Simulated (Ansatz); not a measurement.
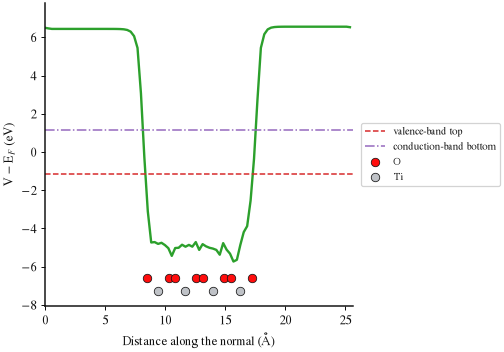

Plane-averaged electrostatic potential energy of an electron across the slab; circles at the bottom mark the heights of the atoms (positions after relaxation).

The Ansatz input:

```
crystal:
  lattice:
    - [2.9389940238, 0.0, 0.0]
    - [0.0, 4.5912476139, 0.0]
    - [0.0, 0.0, 25.6826117198]
  atoms:
    - { symbol: O, position: [0.5, 0.1955612559, 0.330963225] }
    - { symbol: Ti, position: [0.0, 0.0, 0.3659234603] }
    - { symbol: O, position: [0.5, 0.8044387441, 0.4008836956] }
    - { symbol: O, position: [0.0, 0.3044387441, 0.4203475848] }
    - { symbol: Ti, position: [0.5, 0.5, 0.4553078201] }
    - { symbol: O, position: [0.0, 0.6955612559, 0.4902680554] }
    - { symbol: O, position: [0.5, 0.1955612559, 0.5097319446] }
    - { symbol: Ti, position: [0.0, 0.0, 0.5446921799] }
    - { symbol: O, position: [0.5, 0.8044387441, 0.5796524152] }
    - { symbol: O, position: [0.0, 0.3044387441, 0.5991163044] }
    - { symbol: Ti, position: [0.5, 0.5, 0.6340765397] }
    - { symbol: O, position: [0.0, 0.6955612559, 0.669036775] }
basis:
  ecutwfc: 420
kpoints:
  mp_grid: { grid: [9, 6, 1] }
hamiltonian:
  xc: pbesol
scf:
  occupations: { method: gaussian, width: 0.05 }
output:
  forces: true
  eigenvalues: true
  write_density: true
  write_potential: true
  elf: true
  volumetric_format: npy
relax:
  adjacent_minimum: "off"
  f_tol: 0.03
  max_steps: 70
  constraints: [{ sites: [0, 1, 2, 3, 4, 5] }]
efield:
  axis: 3
  dipole_correction: true
  ramp_width: 0.04
```

Launched with:
```bash
ansatz run input.yaml --threads 2 --pin off --max-ram 5120MiB --backend cpu --events-out ev --progress --plain --runs-dir out
```

Question: What are the ionisation potential and the electron affinity of the slab?

Answer: From the vacuum level at the right face the ionisation potential is 7.71 eV and the electron affinity 5.40 eV; at the left face they are 7.59 and 5.29 eV. The slab's gap, their difference before rounding, is 2.31 eV.

Question: How thick are slab and vacuum?

Answer: The outermost atoms are 8.7 Å apart, which leaves 16.9 Å of vacuum in a cell 25.7 Å high.

Question: Do the two faces differ, and what does that say about the slab's dipole?

Answer: The vacuum levels differ by 0.12 eV, so the slab carries a dipole along its normal. Some atoms were held fixed in the relaxation, which can itself make the faces differ.
